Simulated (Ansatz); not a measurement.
# armchair BAs nanoribbon (N = 3, H edges): bands by functional and under strain, part 3 of 4

Aim: is the armchair BAs nanoribbon (N = 3, H edges) a metal or a semiconductor?

Ansatz 0.2.0; DFT PBE, plane waves, PAW; relaxation of a wire's period (the session's first sound run).

So far, band gap (eV): step 3 (the perfect wire, PBE) 1.37; step 4 (another level of theory, level LDA, cutoff 420 eV, LDA PBE) 1.35; step 5 (another level of theory, level PBEsol, cutoff 420 eV, PBEsol PBE) 1.37; step 6 (levels at the same atoms, level r2SCAN, cutoff 500 eV, r2SCAN PBE) 1.61; step 7 (levels at the same atoms, level HSE06, cutoff 420 eV, HSE06 PBE) 1.91.

## Step 9: With spin-orbit coupling

This step: DFT PBE, plane waves, fully relativistic PAW; bands of a perfect wire with spin-orbit coupling (Ansatz 0.2.0).

Spin-orbit coupling mixes the spins and splits bands that cross or touch without it, so it can open or close channels. Fully relativistic datasets take the place of the scalar ones. Against the first PBE run of this kind, the mesh along the wire has 9 points against 14.

Input file input.yaml:

```yaml
crystal:
  lattice:
    - [12.993, 0.0, 0.0]
    - [0.0, 7.0, 0.0]
    - [0.0, 0.0, 5.9140757994]
  atoms:
    - { symbol: B, position: [0.369814341, 0.5, 0.001954429] }
    - { symbol: B, position: [0.630177639, 0.5, 0.001954429] }
    - { symbol: As, position: [0.375766649, 0.5, 0.325962373] }
    - { symbol: As, position: [0.624225331, 0.5, 0.325962373] }
    - { symbol: H, position: [0.275960502, 0.5, 0.454242886] }
    - { symbol: H, position: [0.724031478, 0.5, 0.454242886] }
    - { symbol: B, position: [0.49999599, 0.5, 0.50665711] }
    - { symbol: As, position: [0.49999599, 0.5, 0.840919262] }
    - { symbol: H, position: [0.288748765, 0.5, 0.907147363] }
    - { symbol: H, position: [0.711243215, 0.5, 0.907147363] }
kpoints:
  mp_grid: { grid: [1, 1, 9] }
  band_path: { path: ["Γ", Z], npoints: 50 }
scf:
  occupations: { method: fermi_dirac, width: 0.05 }
hamiltonian:
  xc: pbe
  pseudopotentials: { kind: paw_fr }
magnetization:
  noncollinear: true
  spin_orbit: true
```

Command:

```sh
ansatz run input.yaml --threads 8 --pin off --max-ram 16384MiB --backend cpu --events-out ev --progress --plain --runs-dir out
```

Numbers of over 12 decimals in the logs are rounded to 6 here.

What it wrote:

```text
[...]
non-collinear run that drives no moment, with spin-orbit: no starting moment large enough to seed its density (crystal.atoms[].spin), no starting occupations that ask for one, no magnetisation constraint and no magnetic field, so the semilocal B_xc is pinned to zero
Crystal: 10 atoms, lattice volume = 537.891 Å³
Basis set: ecut = 420 eV, 10559 PW (Γ)
Bands: 78, of which v1, the nominal top of the filled ones, is band 58 counted from 1 (57 counted from 0)
Symmetry: 4 space group operations + 4 with time reversal
[...]
k-points: 5 of 9 (time reversal used)
Projection manifold: j_resolved (fully-relativistic pseudo-atomic orbitals)
[...]
SCF iter   1: F=—  HF=-15100.728997 eV  |F-HF|=—  |Δ(HF+E_count)|=         —  Δρ=3.99e-2  dr2=1.19e1  dr2_m=0.00e0 (ungated)  ethr=3.10e-3  |M|=0.00e0 ∫|m|=0.00e0 μB  |m|>n=0.0e0 m-floor=0.0e0 τ_xc=0.0e0  β_m=0.30  ⟨swp⟩=9.4  Hψ=2161  notcnv=0  defer=25
[...]
spin=Noncollinear: Resta preconditioning applied to the charge; magnetization (m_x, m_y, m_z) channels mix plain (no charge-response kernel on spin).
SCF iter   2: F=—  HF=-15097.992197 eV  |F-HF|=—  |Δ(HF+E_count)|=    2.74e0  Δρ=2.28e-2  dr2=2.64e0  dr2_m=0.00e0 (ungated)  ethr=3.10e-3  |M|=0.00e0 ∫|m|=0.00e0 μB  |m|>n=0.0e0 m-floor=0.0e0 τ_xc=0.0e0  β_m=0.40  ⟨swp⟩=3.0  Hψ=624  notcnv=0  defer=68
[...]
SCF iter   9: F=-15097.085957 eV  HF=-15097.085957 eV  |F-HF|=1.48e-8  |Δ(HF+E_count)|=   6.31e-7  Δρ=3.67e-6  dr2=9.49e-8  dr2_m=0.00e0 (ungated)  ethr=1.72e-10  |M|=0.00e0 ∫|m|=0.00e0 μB  |m|>n=0.0e0 m-floor=0.0e0 τ_xc=0.0e0  ⟨swp⟩=16.4  Hψ=2526  notcnv=0
SCF 1 converged in 9 iterations: F = -15097.085957 eV  dr2 = 9.49e-8
[...]
SCF converged after 9 iterations
Magnetization: |M| = 0.0000 μB,  M = (+0.0000, +0.0000, +0.0000) μB
Absolute magnetization: 0.0000 μB (∫|m|)
  site 0: m = (+0.0000, +0.0000, +0.0000) μB, |m| = 0.0000 μB  (R = 0.49 Å)
  site 1: m = (+0.0000, +0.0000, +0.0000) μB, |m| = 0.0000 μB  (R = 0.49 Å)
  site 2: m = (+0.0000, +0.0000, +0.0000) μB, |m| = 0.0000 μB  (R = 0.62 Å)
  site 3: m = (+0.0000, +0.0000, +0.0000) μB, |m| = 0.0000 μB  (R = 0.62 Å)
  site 4: m = (+0.0000, +0.0000, +0.0000) μB, |m| = 0.0000 μB  (R = 0.62 Å)
  site 5: m = (+0.0000, +0.0000, +0.0000) μB, |m| = 0.0000 μB  (R = 0.62 Å)
  site 6: m = (+0.0000, +0.0000, +0.0000) μB, |m| = 0.0000 μB  (R = 0.80 Å)
  site 7: m = (+0.0000, +0.0000, +0.0000) μB, |m| = 0.0000 μB  (R = 0.80 Å)
  site 8: m = (+0.0000, +0.0000, +0.0000) μB, |m| = 0.0000 μB  (R = 0.49 Å)
  site 9: m = (+0.0000, +0.0000, +0.0000) μB, |m| = 0.0000 μB  (R = 0.49 Å)
Free energy (F): -15097.085957 eV
[...]
Internal energy: -15097.085956 eV  (E = F + TS)
E sigma→0 (E₀):  -15097.085956 eV
Entropy (-TS):   -0.000000 eV (-0.000 meV/atom)
Fermi energy:    -1.686726 eV
[...]
--- Band table (eV; the first three rows and the last of 5) ---
  k-point 0: bands = [... 54 lower, -3.3038, -3.3038, -2.3723, -2.3723, -1.0014, -1.0014, 0.3564, 0.3564, ... 16 higher]
  k-point 1: bands = [... 54 lower, -3.2898, -3.2898, -2.6321, -2.6321, -0.7162, -0.7162, 0.2877, 0.2877, ... 16 higher]
  k-point 2: bands = [... 54 lower, -3.2531, -3.2531, -3.1216, -3.1216, -0.1535, -0.1535, 0.1224, 0.1224, ... 16 higher]
  k-point 4: bands = [... 54 lower, -4.0385, -4.0385, -3.1786, -3.1786, -0.1636, -0.1636, 0.8335, 0.8335, ... 16 higher]
```

Wall time 19 s (8 threads of AMD EPYC 9R45, shared host); peak memory 4.9 GiB.

This step gave:

```
band gap : 1.371 eV
```

Electronic bands along the path, in eV, zero at the Fermi level:

| point | band 55 | band 56 | band 57 | band 58 | band 59 | band 60 | band 61 | band 62 |
| --- | --- | --- | --- | --- | --- | --- | --- | --- |
| Γ | -1.62 | -1.62 | -0.69 | -0.69 | 0.69 | 0.69 | 2.04 | 2.04 |
| Z | -2.45 | -2.45 | -1.49 | -1.49 | 1.51 | 1.51 | 2.53 | 2.53 |

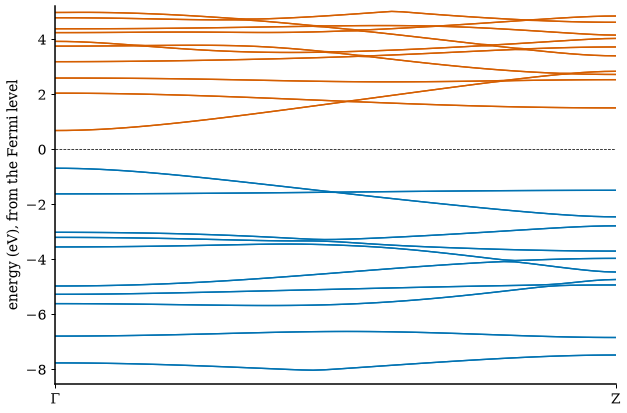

Electronic bands along the path; lines of filled and empty bands in two colours.

The gap is 1.37 eV, against 1.37 eV under PBE at the relaxed period, with no moment.

## Step 10: Strain along the wire, period over the relaxed period 0.94, k-mesh 1×1×11

This step: DFT PBE, plane waves, PAW; relaxation at a fixed period (Ansatz 0.2.0).

The period is set to 0.94 times the relaxed one and the atoms relax within it: strain changes bond lengths and angles, which shifts the bands against each other. Against the first PBE run of this kind, the mesh along the wire has 11 points against 14.

The cell differs from the one that the last finished run ended in (c 5.914 → 5.559 Å).

Edit input.yaml of step 9 so:

```diff
@@ -4,3 +4,3 @@
     - [0.0, 7.0, 0.0]
-    - [0.0, 0.0, 5.9140757994]
+    - [0.0, 0.0, 5.5592312515]
   atoms:
@@ -17,3 +17,3 @@
 kpoints:
-  mp_grid: { grid: [1, 1, 9] }
+  mp_grid: { grid: [1, 1, 11] }
   band_path: { path: ["Γ", Z], npoints: 50 }
@@ -23,5 +23,6 @@
   xc: pbe
-  pseudopotentials: { kind: paw_fr }
-magnetization:
-  noncollinear: true
-  spin_orbit: true
+relax:
+  max_steps: 40
+  f_tol: 0.02
+output:
+  stress: true
```

What it wrote:

```text
Warning: output.stress: scf.convergence.dr2_threshold = 1e-7 eV (the SCF's general default) is looser than the 1e-9 eV advised for a printed stress (1e-10 eV for each atom of the cell: 10). What an SCF threshold leaves in a stress goes as its square root, and in the free energy as the threshold itself, and one threshold admits the most on a small cell: [figures from the program's tests cut] Every solve of this run an [...]
[...]
Crystal: 10 atoms, lattice volume = 505.618 Å³
Basis set: ecut = 420 eV, 9879 PW (Γ), exchange–correlation on 180×96×80 points (8 copies of the dense FFT grid, shifted against one another)
Bands: 39, of which v1, the nominal top of the filled ones, is band 29 counted from 1 (28 counted from 0)
Symmetry: 4 space group operations
[...]
k-points: 6 of 11 (time reversal used)
[...]
SCF iter   1: F=—  HF=-15096.144821 eV  |F-HF|=—  |Δ(HF+E_count)|=         —  Δρ=1.58e-3  dr2=4.41e-2  ethr=1.77e-3  ⟨swp⟩=7.7  Hψ=1114  notcnv=0  defer=5
[...]
SCF iter   6: F=-15096.155633 eV  HF=-15096.155632 eV  |F-HF|=1.31e-6  |Δ(HF+E_count)|=   6.13e-6  Δρ=1.17e-5  dr2=1.07e-6  ethr=9.53e-9  ⟨swp⟩=3.0  Hψ=784  notcnv=0
SCF 1 converged in 6 iterations: F = -15096.155633 eV  dr2 = 1.07e-6
[...]
relax step   1: F+E_penalty+E_count = -15096.15563325 eV  Δ(F+E_penalty+E_count) = +0.000e0 eV  max|allowed force component| = 1.671e0 eV/Å  Δτ_max = 0.0000 Å  (6 SCF iters, dr2 threshold 1.00e-5 eV, accepted)
[...]
SCF iter   5: F=-15096.406201 eV  HF=-15096.406210 eV  |F-HF|=8.97e-6  |Δ(HF+E_count)|=   3.02e-5  Δρ=5.81e-5  dr2=2.59e-5  ethr=1.72e-7  ⟨swp⟩=3.0  Hψ=844  notcnv=0
SCF 2 converged in 5 iterations: F = -15096.406201 eV  dr2 = 2.59e-5
[...]
relax step   2: F+E_penalty+E_count = -15096.40620134 eV  Δ(F+E_penalty+E_count) = -2.506e-1 eV  max|allowed force component| = 7.019e-1 eV/Å  Δτ_max = 0.0993 Å  (5 SCF iters, dr2 threshold 1.00e-4 eV, accepted)
SCF iter   1: F=—  HF=-15096.478300 eV  |F-HF|=—  |Δ(HF+E_count)|=         —  Δρ=4.16e-3  dr2=7.32e-2  ethr=1.45e-3  ⟨swp⟩=3.7  Hψ=521  notcnv=0  defer=17
[...]
SCF iter   5: F=-15096.462140 eV  HF=-15096.462146 eV  |F-HF|=5.68e-6  |Δ(HF+E_count)|=   1.63e-5  Δρ=4.22e-5  dr2=1.49e-5  ethr=5.31e-8  ⟨swp⟩=3.5  Hψ=889  notcnv=0
SCF 3 converged in 5 iterations: F = -15096.462140 eV  dr2 = 1.49e-5
relax step   3: F+E_penalty+E_count = -15096.46214025 eV  Δ(F+E_penalty+E_count) = -5.594e-2 eV  max|allowed force component| = 9.995e-2 eV/Å  Δτ_max = 0.0748 Å  (5 SCF iters, dr2 threshold 3.08e-5 eV, accepted)
[...]
relax step   4: F+E_penalty+E_count = -15096.46283016 eV  Δ(F+E_penalty+E_count) = -6.899e-4 eV  max|allowed force component| = 1.750e-2 eV/Å  Δτ_max = 0.0051 Å  (4 SCF iters, dr2 threshold 6.24e-7 eV, accepted)
[...]
SCF iter   2: F=-15096.462830 eV  HF=-15096.462830 eV  |F-HF|=1.15e-8  |Δ(HF+E_count)|=   3.79e-6  Δρ=2.76e-6  dr2=3.00e-8  ethr=1.72e-10  ⟨swp⟩=3.0  Hψ=855  notcnv=0
SCF 5 converged in 2 iterations: F = -15096.462830 eV  dr2 = 3.00e-8
relax step   5: F+E_penalty+E_count = -15096.46283020 eV  Δ(F+E_penalty+E_count) = -4.432e-8 eV  max|allowed force component| = 1.762e-2 eV/Å  Δτ_max = 0.0000 Å  (2 SCF iters, accepted)
[...]
the band table was solved once a step of the walk had ended and its energy, with any forces and stress, was formed, with the checks that follow a solve (1286 applications of the Hamiltonian). They found nothing against the state; the energy, forces and stress were not computed again (output.eigenvalues in the input reference)
[...]
SCF converged after 2 iterations
Free energy (F): -15096.462830 eV
[...]
Internal energy: -15096.462829 eV  (E = F + TS)
E sigma→0 (E₀):  -15096.462830 eV
Entropy (-TS):   -0.000001 eV (-0.000 meV/atom)
Fermi energy:    -1.335814 eV
[...]
--- Forces (eV/Å), atoms counted from 1 ---
  atom   1  B     -0.00834468     0.00000000    -0.01496214
  atom   2  B      0.00834468    -0.00000000    -0.01496214
  atom   3  As    -0.00187685     0.00000000    -0.00190074
  atom   4  As     0.00187685    -0.00000000    -0.00190074
  atom   5  H      0.00743331    -0.00000000    -0.00108155
  atom   6  H     -0.00743331     0.00000000    -0.00108155
  atom   7  B     -0.00000000     0.00000000     0.00342125
  atom   8  As     0.00000000     0.00000000     0.01762431
  atom   9  H      0.01128326    -0.00000000     0.00743394
  atom  10  H     -0.01128326     0.00000000     0.00743394
  max |Σ_I F_I| component: 2.46e-5 eV/Å
--- Stress (GPa, compression-positive) ---
       -0.020207      -0.000000      -0.000000
       -0.000000       0.270991       0.000000
       -0.000000       0.000000       2.544348
  P = ⅓ Tr σ = 0.9317 GPa (9.317 kbar)
--- Band table (eV; the first three rows and the last of 6) ---
  k-point 0: bands = [... 25 lower, -4.7013, -4.4465, -3.2756, -1.9433, -0.7284, 0.6624, 0.9356, 1.6361, ... 6 higher]
  k-point 1: bands = [... 25 lower, -4.7571, -4.4269, -3.2610, -2.1657, -0.5055, 0.5915, 0.9439, 1.6656, ... 6 higher]
  k-point 2: bands = [... 25 lower, -4.9052, -4.4251, -3.2206, -2.6047, -0.0634, 0.4109, 0.9565, 1.7493, ... 6 higher]
  k-point 5: bands = [... 25 lower, -5.0687, -4.3622, -3.9071, -3.0734, -0.1114, 1.0849, 1.3194, 1.6376, ... 6 higher]
--- Relaxed structure (5 steps of the walk, 5 accepted, 0 SCFs on fresh bases) ---
  F+E_penalty+E_count = -15096.46283020 eV   max|allowed force component| = 1.762e-2 eV/Å
  atoms:
    - { symbol: B, position: [0.365342, 0.500000, -0.00663308] }
    - { symbol: B, position: [0.634650, 0.500000, -0.00663308] }
    - { symbol: As, position: [0.371053, 0.500000, 0.332564] }
    - { symbol: As, position: [0.628939, 0.500000, 0.332564] }
    - { symbol: H, position: [0.275690, 0.500000, 0.484335] }
    - { symbol: H, position: [0.724302, 0.500000, 0.484335] }
    - { symbol: B, position: [0.499996, 0.500000, 0.500401] }
    - { symbol: As, position: [0.499996, 0.500000, 0.846733] }
    - { symbol: H, position: [0.287736, 0.500000, 0.879262] }
    - { symbol: H, position: [0.712256, 0.500000, 0.879262] }
```

Wall time 4.1 s (8 threads); peak memory 1.6 GiB; 30 s of CPU time.

Step by step:

| step | energy less that of the first step (eV) | largest force component (eV/Å) |
| --- | --- | --- |
| 1 | 0.0000 | 1.6713 |
| 2 | -0.2506 | 0.7019 |
| 3 | -0.3065 | 0.1000 |
| 4 | -0.3072 | 0.0175 |
| 5 | -0.3072 | 0.0176 |

Forces are held to the 4 operations that the run works with; a distortion that breaks them can't arise in this run.

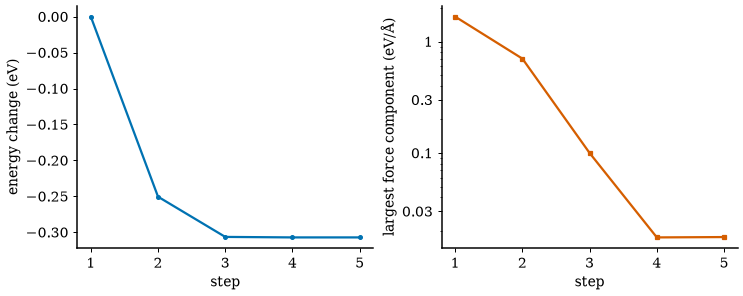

Energy and largest force along the relaxation.

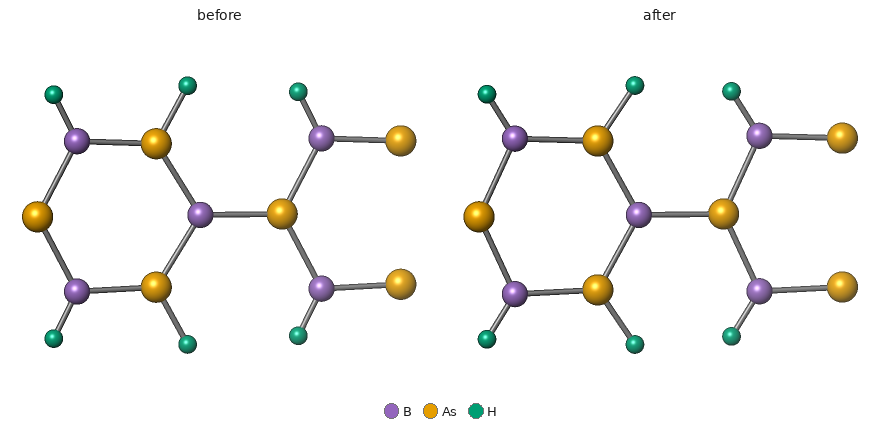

The structure before and after the relaxation, drawn at the same scale.

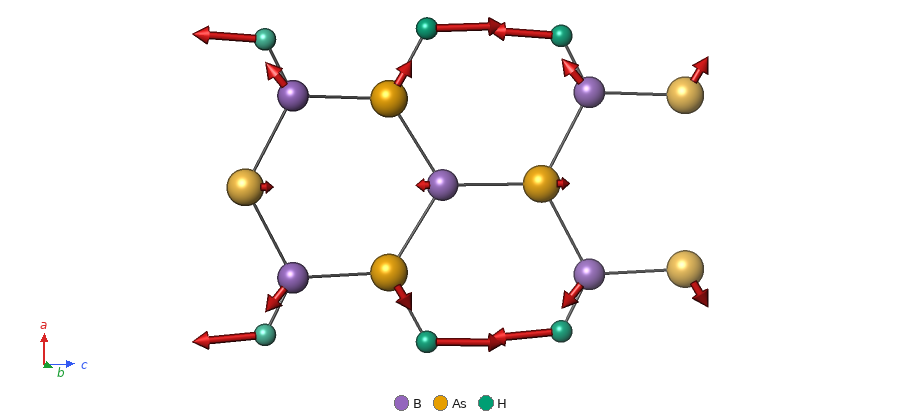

Displacements in the relaxation, exaggerated; the longest in the cell stands for 0.17 Å. Some periodic images of atoms are drawn too.

The atoms that moved most (Å):

| atom | dx | dy | dz | length |
| --- | --- | --- | --- | --- |
| H6 | 0.004 | 0.000 | 0.167 | 0.167 |
| H5 | -0.004 | 0.000 | 0.167 | 0.167 |
| H9 | -0.013 | 0.000 | -0.155 | 0.156 |
| H10 | 0.013 | 0.000 | -0.155 | 0.156 |
| B2 | 0.058 | 0.000 | -0.048 | 0.075 |
| B1 | -0.058 | 0.000 | -0.048 | 0.075 |
| As3 | -0.061 | 0.000 | 0.037 | 0.071 |
| As4 | 0.061 | 0.000 | 0.037 | 0.071 |

Final coordinates:

```xyz
10
Lattice="12.9930 0.0000 0.0000 0.0000 7.0000 0.0000 0.0000 0.0000 5.5592" Properties=species:S:1:pos:R:3
B     4.7469    3.5000   -0.0369
B     8.2460    3.5000   -0.0369
As    4.8211    3.5000    1.8488
As    8.1718    3.5000    1.8488
H     3.5820    3.5000    2.6925
H     9.4109    3.5000    2.6925
B     6.4964    3.5000    2.7818
As    6.4964    3.5000    4.7072
H     3.7386    3.5000    4.8880
H     9.2543    3.5000    4.8880
```

This step gave:

| Property | Result |
| --- | --- |
| band gap | 1.215 eV |

Electronic bands along the path, in eV, zero at the Fermi level:

| point | band 26 | band 27 | band 28 | band 29 | band 30 | band 31 | band 32 | band 33 |
| --- | --- | --- | --- | --- | --- | --- | --- | --- |
| Γ | -3.37 | -3.11 | -1.94 | -0.61 | 0.61 | 2.00 | 2.27 | 2.97 |
| Z | -3.71 | -2.94 | -2.67 | -1.73 | 1.21 | 2.43 | 2.75 | 2.94 |

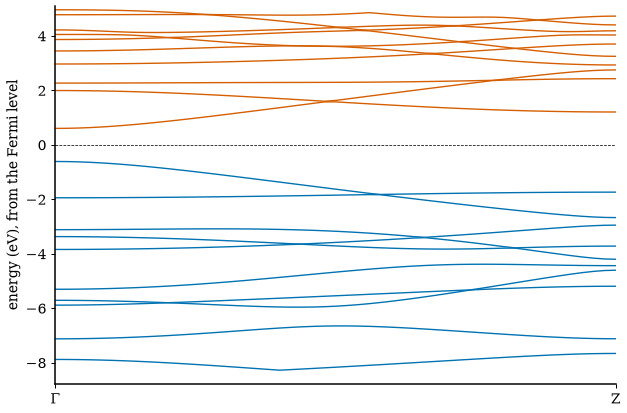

Electronic bands along the path; lines of filled and empty bands in two colours.

The gap is 1.21 eV, against 1.37 eV under PBE at the relaxed period.

## Step 11: Strain along the wire, period over the relaxed period 1.03, k-mesh 1×1×10

The period is set to 1.03 times the relaxed one and the atoms relax within it: strain changes bond lengths and angles, which shifts the bands against each other. Against the first PBE run of this kind, the mesh along the wire has 10 points against 14.

The cell differs from the one that the last finished run ended in (c 5.559 → 6.091 Å).

Edit input.yaml of step 10 so:

```diff
@@ -4,3 +4,3 @@
     - [0.0, 7.0, 0.0]
-    - [0.0, 0.0, 5.5592312515]
+    - [0.0, 0.0, 6.0914980734]
   atoms:
@@ -17,3 +17,3 @@
 kpoints:
-  mp_grid: { grid: [1, 1, 11] }
+  mp_grid: { grid: [1, 1, 10] }
   band_path: { path: ["Γ", Z], npoints: 50 }
```

What it wrote:

```text
[...]
Crystal: 10 atoms, lattice volume = 554.028 Å³
Basis set: ecut = 420 eV, 10845 PW (Γ), exchange–correlation on 180×96×90 points (8 copies of the dense FFT grid, shifted against one another)
Bands: 39, of which v1, the nominal top of the filled ones, is band 29 counted from 1 (28 counted from 0)
Symmetry: 4 space group operations
[...]
- { symbol: As, position: [0.378090, 0.500000, 0.322986] }
    - { symbol: As, position: [0.621902, 0.500000, 0.322986] }
    - { symbol: H, position: [0.276086, 0.500000, 0.439324] }
    - { symbol: H, position: [0.723906, 0.500000, 0.439324] }
    - { symbol: B, position: [0.499996, 0.500000, 0.508959] }
    - { symbol: As, position: [0.499996, 0.500000, 0.838767] }
    - { symbol: H, position: [0.289198, 0.500000, 0.921085] }
    - { symbol: H, position: [0.710794, 0.500000, 0.921085] }
[key lines of the parts left out:]
SCF converged after 5 iterations
Free energy (F): -15096.653190 eV
Fermi energy:    -1.843849 eV
P = ⅓ Tr σ = -0.2577 GPa (-2.577 kbar)
```

Run time: 4 s. Hardware: 8 threads; peak memory 1.7 GiB; 29 s of CPU time.

Step by step:

| step | energy less that of the first step (eV) | largest force component (eV/Å) |
| --- | --- | --- |
| 1 | 0.0000 | 0.4289 |
| 2 | -0.0494 | 0.1575 |
| 3 | -0.0560 | 0.0238 |
| 4 | -0.0561 | 0.0072 |

The run keeps the 4 symmetry operations that it works with, so distortions that break them were not tested.

The atoms that moved most (Å):

| atom | dx | dy | dz | length |
| --- | --- | --- | --- | --- |
| H6 | -0.002 | 0.000 | -0.091 | 0.091 |
| H5 | 0.002 | 0.000 | -0.091 | 0.091 |
| H9 | 0.006 | 0.000 | 0.085 | 0.085 |
| H10 | -0.006 | 0.000 | 0.085 | 0.085 |
| B2 | -0.029 | 0.000 | 0.024 | 0.038 |
| B1 | 0.029 | 0.000 | 0.024 | 0.038 |
| As3 | 0.030 | 0.000 | -0.018 | 0.035 |
| As4 | -0.030 | 0.000 | -0.018 | 0.035 |

Final coordinates:

```cif
data_structure
_symmetry_space_group_name_H-M 'P 1'
_symmetry_Int_Tables_number 1
_cell_length_a 12.9930
_cell_length_b 7.0000
_cell_length_c 6.0915
_cell_angle_alpha 90.000
_cell_angle_beta 90.000
_cell_angle_gamma 90.000
_cell_volume 554.03
loop_
_atom_site_label
_atom_site_type_symbol
_atom_site_fract_x
_atom_site_fract_y
_atom_site_fract_z
_atom_site_occupancy
B1 B 0.37208 0.50000 0.00584 1
B2 B 0.62792 0.50000 0.00584 1
As3 As 0.37809 0.50000 0.32299 1
As4 As 0.62190 0.50000 0.32299 1
H5 H 0.27609 0.50000 0.43932 1
H6 H 0.72391 0.50000 0.43932 1
B7 B 0.50000 0.50000 0.50896 1
As8 As 0.50000 0.50000 0.83877 1
H9 H 0.28920 0.50000 0.92109 1
H10 H 0.71079 0.50000 0.92109 1
```

This step gave:

* band gap: 1.431 eV

(Continued in part 4 of 4.)

[Logs are printed without paths, hosts, clocks, repeated set-up lines and the standing remarks that a program may print on its own settings, such as how far it seeks lower states.]

[Hosts, paths, dates, database ids (printed as entryN), source tags and the programs' standing remarks are cut or masked in the printed files.]
